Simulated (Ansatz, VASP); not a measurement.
**AgHgBr3: VASP beside Ansatz**

Wanted: the spread between two codes on one cell, functional and k mesh. The cell is invented: As first built, before any earlier steps moved the atoms: it takes the CsHgBr3 structure with some of its atoms replaced by other elements, volume scaled by an estimate. It may not be a known or stable phase. The cell comes out of the VASP series on this material, whose earlier steps may have relaxed, scaled or displaced it; both programs get it as it stands.

Main program and level: Ansatz 0.2.0; plane waves, with VASP 6.6.1 beside it; electric field gradients at PBEsol with D3(BJ).

### 1. The starting structure

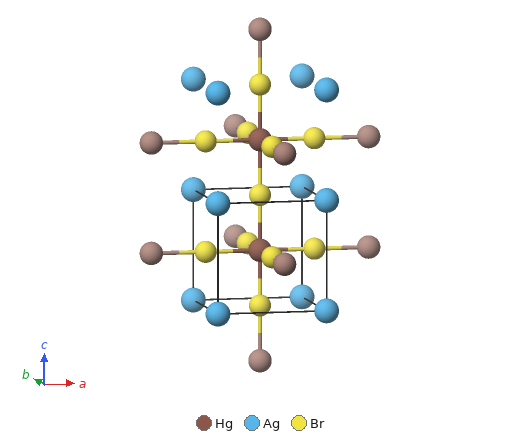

The starting structure, seen slightly off an axis (mercury brown, silver blue, bromine yellow). 1×1×2 cells are drawn. Some periodic images of atoms are drawn too.

Coordinates:

```
Hg Ag Br
1.0
     5.36187    0.00000    0.00000
     0.00000    5.36187    0.00000
     0.00000    0.00000    5.36187
Hg Ag Br
1 1 3
Cartesian
  2.6809 2.6809 2.6809
  0.0000 0.0000 0.0000
  0.0000 2.6809 2.6809
  2.6809 0.0000 2.6809
  2.6809 2.6809 0.0000
```

### 2. VASP: electric field gradients, PBEsol with D3(BJ)

Field gradients test the density near the nuclei, where the PAW reconstruction matters most.

Lines of VASP's logs that name or quote its potential files are left out, and so is its time.

Input file INCAR:

```
SYSTEM = AgHgBr3
PREC = Accurate
ENCUT = 400
EDIFF = 1E-07
NELM = 100
ISMEAR = -1
SIGMA = 0.05
LREAL = .FALSE.
ALGO = Normal
GGA = PS
IVDW = 12
NBANDS = 28
LORBIT = 11
LWAVE = .FALSE.
LCHARG = .FALSE.
KPAR = 2
LEFG = .TRUE.
LASPH = .TRUE.
```

Input file POSCAR:

```
AgHgBr3
1.0
    5.3618733194      0.0000000000      0.0000000000
    0.0000000000      5.3618733194      0.0000000000
    0.0000000000      0.0000000000      5.3618733194
Hg Ag Br
1 1 3
Direct
    0.5000000000      0.5000000000      0.5000000000
    0.0000000000      0.0000000000      0.0000000000
    0.0000000000      0.5000000000      0.5000000000
    0.5000000000      0.0000000000      0.5000000000
    0.5000000000      0.5000000000      0.0000000000
```

Input file KPOINTS:

```
Automatic mesh
0
Gamma
4 4 4
0 0 0
```

PAW data sets: Hg, Ag and Br (PBE family, release 64).

On the command line:

```sh
$ mpirun -np 2 vasp_std
```

Numbers of over 12 decimals in the logs are rounded to 6 here.

Log:

```text
[banner, memory and clock lines left out]
running    2 mpi-ranks, on    1 nodes
 distrk:  each k-point on    1 cores,    2 groups
 distr:  one band on    1 cores,    1 groups

 POSCAR found type information on POSCAR HgAgBr
 POSCAR found :  3 types and       5 ions
|                                                                             |
|               ----> ADVICE to this user running VASP <----                  |
|                                                                             |
|     You enforced a specific xc type in the INCAR file but a different       |
|     [... a line on the potential file left out ...]
|     I HOPE YOU KNOW WHAT YOU ARE DOING!                                     |
|                                                                             |

 LDA part: xc-table for (Slater+PW92), standard interpolation
 POSCAR, INCAR and KPOINTS ok, starting setup
 FFT: planning ... GRIDC
 FFT: planning ... GRID_SOFT
 FFT: planning ... GRID
 WAVECAR not read
 entering main loop
       N       E                     dE             d eps       ncg     rms          rms(c)
DAV:   1     0.262529048088E+03    0.26253E+03   -0.17029E+04   576   0.110E+03
DAV:   2     0.763184993225E+01   -0.25490E+03   -0.24686E+03   696   0.265E+02
DAV:   3    -0.990643412255E+01   -0.17538E+02   -0.17398E+02   636   0.690E+01
DAV:   4    -0.101292005426E+02   -0.22277E+00   -0.22247E+00   656   0.831E+00
DAV:   5    -0.101319236222E+02   -0.27231E-02   -0.27225E-02   652   0.886E-01    0.124E+01
DAV:   6    -0.917890058536E+01    0.95302E+00   -0.15985E+00   652   0.154E+01    0.924E+00
DAV:   7    -0.909773691193E+01    0.81164E-01   -0.11617E+00   612   0.691E+00    0.341E+00
DAV:   8    -0.908322081357E+01    0.14516E-01   -0.23225E-01   612   0.448E+00    0.608E-01
DAV:   9    -0.907997348275E+01    0.32473E-02   -0.23033E-02   612   0.166E+00    0.219E-01
DAV:  10    -0.908025744792E+01   -0.28397E-03   -0.24567E-03   620   0.290E-01    0.928E-02
DAV:  11    -0.908040528537E+01   -0.14784E-03   -0.17216E-03   652   0.373E-01    0.745E-02
DAV:  12    -0.908029605885E+01    0.10923E-03   -0.36123E-04   604   0.164E-01    0.322E-02
DAV:  13    -0.908029607775E+01   -0.18895E-07   -0.43179E-05   608   0.389E-02    0.923E-03
DAV:  14    -0.908029576210E+01    0.31565E-06   -0.24752E-06   652   0.123E-02    0.242E-03
DAV:  15    -0.908029587444E+01   -0.11234E-06   -0.34711E-07   568   0.413E-03    0.218E-03
DAV:  16    -0.908029586826E+01    0.61759E-08   -0.71949E-08   344   0.244E-03
ion   1
     0.0000000    -0.0000000     0.0000000     0.0000000    -0.0000000     0.0000000
     0.0000680    -0.0000000     0.0000000     0.0000000    -0.0000000     0.0000000
     0.0000937    -0.0000000     0.0000000     0.0000000    -0.0000000     0.0000000
     0.0001290    -0.0000000     0.0000000     0.0000000    -0.0000000     0.0000000
     0.0001777    -0.0000000     0.0000000     0.0000000    -0.0000000     0.0000000

     0.0000000    -0.0000000    -0.0000000     0.0000000    -0.0000000     0.0000000
     0.0000680    -0.0000000    -0.0000000     0.0000000    -0.0000000     0.0000000
     0.0000937    -0.0000000    -0.0000000     0.0000000    -0.0000000     0.0000000
     0.0001290    -0.0000000    -0.0000000     0.0000000    -0.0000000     0.0000000
     0.0001777    -0.0000000    -0.0000000     0.0000000    -0.0000000     0.0000000

ion   2
     0.0000000    -0.0000000    -0.0000000     0.0000000    -0.0000000     0.0000000
     0.0000553    -0.0000000    -0.0000000     0.0000000    -0.0000000     0.0000000
     0.0000762    -0.0000000    -0.0000000     0.0000000    -0.0000000     0.0000000
     0.0001049    -0.0000000    -0.0000000     0.0000000    -0.0000000     0.0000000
     0.0001445    -0.0000000    -0.0000000     0.0000000    -0.0000000     0.0000000

     0.0000000    -0.0000000    -0.0000000     0.0000000    -0.0000000     0.0000000
     0.0000553    -0.0000000    -0.0000000     0.0000000    -0.0000000     0.0000000
     0.0000762    -0.0000000    -0.0000000     0.0000000    -0.0000000     0.0000000
     0.0001049    -0.0000000    -0.0000000     0.0000000    -0.0000000     0.0000000
     0.0001445    -0.0000000    -0.0000000     0.0000000    -0.0000000     0.0000000

ion   3
     0.0000000     0.0000000    -0.0000000     2.3338410     0.0000000    -4.0423312
     0.0000501     0.0000000    -0.0000000     2.3338410     0.0000000    -4.0423312
     0.0000689     0.0000000    -0.0000000     2.3338410     0.0000000    -4.0423312
     0.0000949     0.0000000    -0.0000000     2.3338410     0.0000000    -4.0423311
     0.0001307     0.0000000    -0.0000000     2.3338409     0.0000000    -4.0423310

     0.0000000     0.0000000     0.0000000   134.1152066     0.0000000  -232.2943519
     0.0000501     0.0000000     0.0000000   134.1088148     0.0000000  -232.2832811
     0.0000689     0.0000000     0.0000000   134.1052467     0.0000000  -232.2771008
     0.0000949     0.0000000     0.0000000   134.0994719     0.0000000  -232.2670986
     0.0001307     0.0000000     0.0000000   134.0901713     0.0000000  -232.2509895

ion   4
     0.0000000    -0.0000000     0.0000000     2.3338410    -0.0000000     4.0423312
     0.0000501    -0.0000000     0.0000000     2.3338410    -0.0000000     4.0423312
     0.0000689    -0.0000000     0.0000000     2.3338410    -0.0000000     4.0423312
     0.0000949    -0.0000000     0.0000000     2.3338410    -0.0000000     4.0423311
     0.0001307    -0.0000000     0.0000000     2.3338409    -0.0000000     4.0423310

     0.0000000    -0.0000000     0.0000000   134.1152066    -0.0000000   232.2943519
     0.0000501    -0.0000000     0.0000000   134.1088148    -0.0000000   232.2832811
     0.0000689    -0.0000000     0.0000000   134.1052467    -0.0000000   232.2771008
     0.0000949    -0.0000000     0.0000000   134.0994719    -0.0000000   232.2670986
     0.0001307    -0.0000000     0.0000000   134.0901713    -0.0000000   232.2509895

ion   5
     0.0000000    -0.0000000    -0.0000000    -4.6676821    -0.0000000    -0.0000000
     0.0000501    -0.0000000    -0.0000000    -4.6676820    -0.0000000    -0.0000000
     0.0000689    -0.0000000    -0.0000000    -4.6676820    -0.0000000    -0.0000000
     0.0000949    -0.0000000    -0.0000000    -4.6676819    -0.0000000    -0.0000000
     0.0001307    -0.0000000    -0.0000000    -4.6676818    -0.0000000    -0.0000000

     0.0000000    -0.0000000    -0.0000000  -268.2304132    -0.0000000    -0.0000000
     0.0000501    -0.0000000    -0.0000000  -268.2176297    -0.0000000    -0.0000000
     0.0000689    -0.0000000    -0.0000000  -268.2104934    -0.0000000    -0.0000000
     0.0000949    -0.0000000    -0.0000000  -268.1989438    -0.0000000    -0.0000000
     0.0001307    -0.0000000    -0.0000000  -268.1803427    -0.0000000    -0.0000000

   1 F= -.10303656E+02 E0= -.10297809E+02  d E =-.116946E-01
```

From OUTCAR (step 2):

```text
ion  position               nearest neighbor table
   1  0.500  0.500  0.500-   3 2.68   4 2.68   5 2.68   5 2.68   4 2.68   3 2.68
   2  0.000  0.000  0.000-
   3  0.000  0.500  0.500-   1 2.68   1 2.68
   4  0.500  0.000  0.500-   1 2.68   1 2.68
   5  0.500  0.500  0.000-   1 2.68   1 2.68

  LATTYP: Found a simple cubic cell.
 ALAT       =     5.3618733194

 Subroutine GETGRP returns: Found 48 space group operations
 (whereof 48 operations were pure point group operations)

The static configuration has the point symmetry O_h .

 Found     10 irreducible k-points:

   k-points           NKPTS =     10   k-points in BZ     NKDIM =     10   number of bands    NBANDS=     28

   dimension x,y,z NGX =    36 NGY =   36 NGZ =   36
   dimension x,y,z NGXF=    72 NGYF=   72 NGZF=   72

   ENCUT  =  400.0 eV  29.40 Ry    5.42 a.u.   8.74  8.74  8.74*2*pi/ulx,y,z

   NELECT =      44.0000    total number of electrons

 k-points in reciprocal lattice and weights: Automatic mesh
   0.00000000  0.00000000  0.00000000       0.016
   0.25000000  0.00000000  0.00000000       0.094
   0.50000000  0.00000000  0.00000000       0.047
   0.25000000  0.25000000  0.00000000       0.188
   0.50000000  0.25000000  0.00000000       0.188
   0.50000000  0.50000000  0.00000000       0.047
   0.25000000  0.25000000  0.25000000       0.125
   0.50000000  0.25000000  0.25000000       0.188
   0.50000000  0.50000000  0.25000000       0.094
   0.50000000  0.50000000  0.50000000       0.016

 average (electrostatic) potential at core
       1 -41.6350       2 -76.7565       3 -64.0589       4 -64.0589       5 -64.0589

 E-fermi :   1.1726

 k-point     1 :       0.0000    0.0000    0.0000
  band No.  band energies     occupation
    ...
     20      -0.5028      2.00000
     21      -0.5028      2.00000
     22      -0.5028      2.00000
     23      -0.4717      2.00000
     24       1.0646      1.79328
     25       7.5751      0.00000
     26       7.5751      0.00000
     27       7.9420      0.00000
     28       7.9420      0.00000

 k-point     2 :       0.2500    0.0000    0.0000
  band No.  band energies     occupation
    ...
     18      -0.6696      2.00000
     19      -0.6696      2.00000
     20      -0.6538      2.00000
     21      -0.4870      2.00000
     22      -0.4870      2.00000
     23       1.3044      0.13365
     24       2.0040      0.00000
     25       6.0217      0.00000
     26       7.2205      0.00000
     27       7.2205      0.00000
    ...

 k-point     3 :       0.5000    0.0000    0.0000
  band No.  band energies     occupation
    ...
     18      -0.7629      2.00000
     19      -0.7629      2.00000
     20      -0.6624      2.00000
     21      -0.4210      2.00000
     22      -0.4210      2.00000
     23       2.5473      0.00000
     24       3.6042      0.00000
     25       4.8811      0.00000
     26       6.8435      0.00000
     27       6.8435      0.00000
    ...

 Edisp (eV)   -1.22336

  Total      -0.02501    -0.02501    -0.02501     0.00000    -0.00000    -0.00000
  in kB      -0.25998    -0.25998    -0.25998     0.00000    -0.00000    -0.00000
  external pressure =       -0.26 kB  Pullay stress =        0.00 kB

  energy-cutoff  :      400.00
  volume of cell :      154.15
      direct lattice vectors                 reciprocal lattice vectors
     5.361873319  0.000000000  0.000000000     0.186501982  0.000000000  0.000000000
     0.000000000  5.361873319  0.000000000     0.000000000  0.186501982  0.000000000
     0.000000000  0.000000000  5.361873319     0.000000000  0.000000000  0.186501982

 POSITION                                       TOTAL-FORCE (eV/Angst)
 -----------------------------------------------------------------------------------
      2.68094      2.68094      2.68094         0.000000      0.000000      0.000000
      0.00000      0.00000      0.00000         0.000000      0.000000      0.000000
      0.00000      2.68094      2.68094         0.000000      0.000000      0.000000
      2.68094      0.00000      2.68094         0.000000      0.000000      0.000000
      2.68094      2.68094      0.00000         0.000000      0.000000      0.000000
 -----------------------------------------------------------------------------------
    total drift:                                0.000000      0.000000      0.000000

  FREE ENERGIE OF THE ION-ELECTRON SYSTEM (eV)
  ---------------------------------------------------
  free  energy   TOTEN  =       -10.3036559110 eV

  energy  without entropy=      -10.2919613565  energy(sigma->0) =      -10.29780863

 Electric field gradients after diagonalization (V/A^2)
 (convention: |V_zz| > |V_xx| > |V_yy|)
----------------------------------------------------------------------
 ion       V_xx      V_yy      V_zz     asymmetry (V_yy - V_xx)/ V_zz
----------------------------------------------------------------------
   1       0.000    -0.000     0.000      -0.320
   2       0.000    -0.000     0.000      -0.988
   3    -169.717  -169.717   339.433       0.000
   4    -169.717  -169.717   339.433       0.000
   5    -169.717  -169.717   339.433       0.000
----------------------------------------------------------------------

 total charge
# of ion       s       p       d       tot
------------------------------------------
    1        0.643   0.371   9.438  10.451
    2        0.095   0.027   9.401   9.523
    3        1.615   3.185   0.019   4.819
    4        1.615   3.185   0.019   4.819
    5        1.615   3.185   0.019   4.819
--------------------------------------------------
tot          5.581   9.954  18.896  34.431

[... 3 further parts left out ...]
```

The run ends at a pressure of -0.03 GPa.

[end of part 1 of 2]

[Lines on the potential files, build, host, timing and source positions are cut from VASP's logs without a mark.]

[Logs are printed without paths, hosts, clocks, repeated set-up lines and the standing remarks that a program may print on its own settings, such as how far it seeks lower states.]

[Hosts, paths, dates, database ids (printed as entryN), source tags and the programs' standing remarks are cut or masked in the printed files.]
